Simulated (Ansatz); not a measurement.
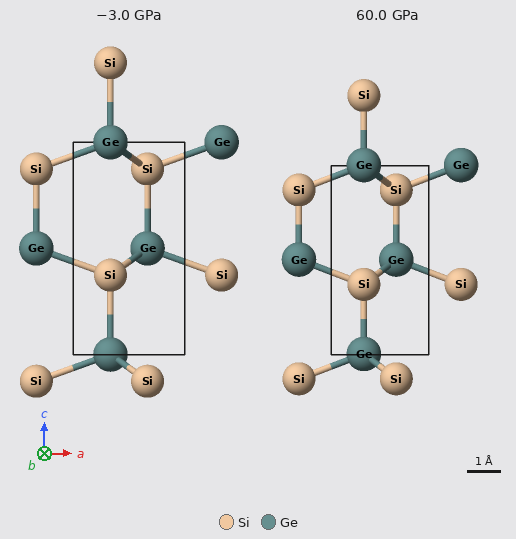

Solid SiGe (set up in P6_3mc), relaxed (cell and atoms) at several target pressures. The picture shows the first and the last member. Style: ball-and-stick. Shown: the cell of the calculation, along the b axis.

Computed with Ansatz 0.2.0: DFT r2SCAN, scalar-relativistic, plane waves, PAW. (plane-wave cutoff 500 eV; k-point mesh 12 × 12 × 4 at −3.0 to 8.0, 12 × 12 × 6 at 15.0 to 60.0 GPa; occupations gaussian; smearing width 0.01 eV; no spin polarisation; cell and atoms relaxed; force threshold 0.008 eV/Å)

```tsv
pressure (GPa)	volume (Å³/atom)	a (Å)	c (Å)
−3.0	22.146	3.955	6.539
0.0	21.300	3.904	6.454
3.0	20.604	3.861	6.384
8.0	?	?	?
15.0	18.647	3.731	6.187
30.0	17.075	3.619	6.022
60.0	15.098	3.462	5.820
```

Estimate the missing row from the others, and compare with the calculation.

Answer. Murnaghan's form V = V₀(1 + B′P/B₀)^(−1/B′), with V₀ = 21.300 Å³ from the row at zero pressure, fits the other rows with B₀ = 86.5 GPa and B′ = 3.72 (largest miss 0.040 Å³). At 8.0 GPa it gives 21.300 × (1 + 3.72 × 8.0/86.5)^(−1/3.72) = 19.673 Å³ per atom. The calculation gives 19.669 Å³/atom (a = 3.800 Å, c = 6.291 Å). The estimate is 0.004 Å³/atom too high. From the first member to the last: Ge–Si 2.446 → 2.144 Å, Ge–Si 2.427 → 2.140 Å.

The whole series:

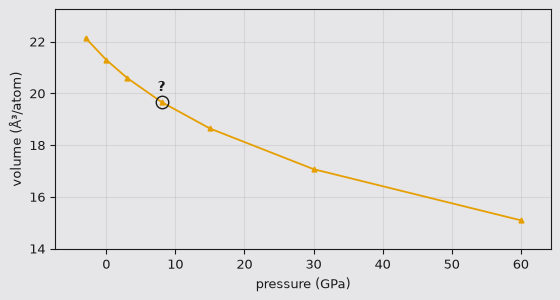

Each member starts from this one structure; whether another phase lies lower wasn't checked.
